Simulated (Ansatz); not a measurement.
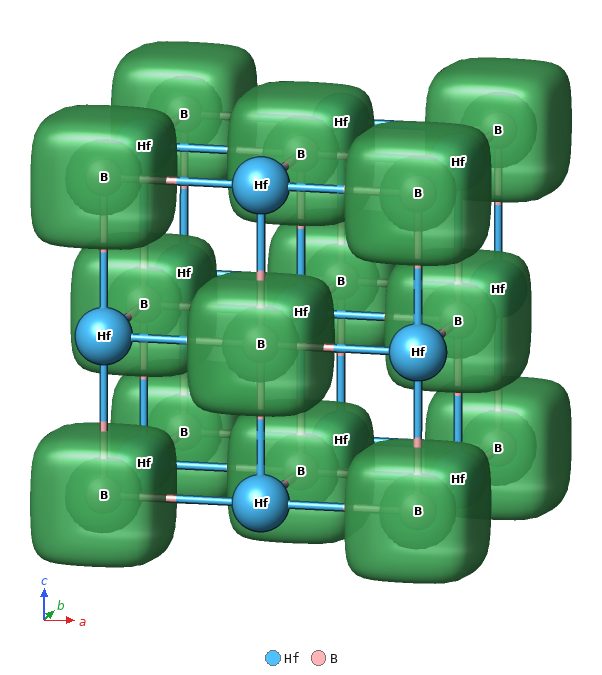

The picture shows: HfB. Isosurface of the electron localisation function at 0.55 (green), seen slightly off an axis. Core shells and regions of very low density are left out. Sticks mark near contacts.

Space group Fm-3m; changed on purpose from its base cell (strain +0.0025 x Voigt [0, 0, 0, 1, 0, 0], atoms carried along); computed pressure about 30 GPa in this cell; computed without spin polarisation.

These are results of Ansatz 0.2.0, DFT PBE, scalar-relativistic, plane waves, PAW, not measurements.

In a PAW calculation such maps are meaningful between the atoms, not at the nuclei.

Question: What do the ELF domains correspond to?

Answer: At this value the surface marks out four regions wrapped around B (the valence shell of each), counted in one cell of 8 atoms. Regions shared between cells count once. Profiles from the grid: Hf–B (2.31 Å): the ELF peaks at about 0.70 in the valence shell of B, 0.8 Å from its nucleus, and is about 0.25 at the midpoint.

Question: Metal or insulator at this level of theory?

Answer: It is metallic or semimetallic at this level of theory: no gap opens.
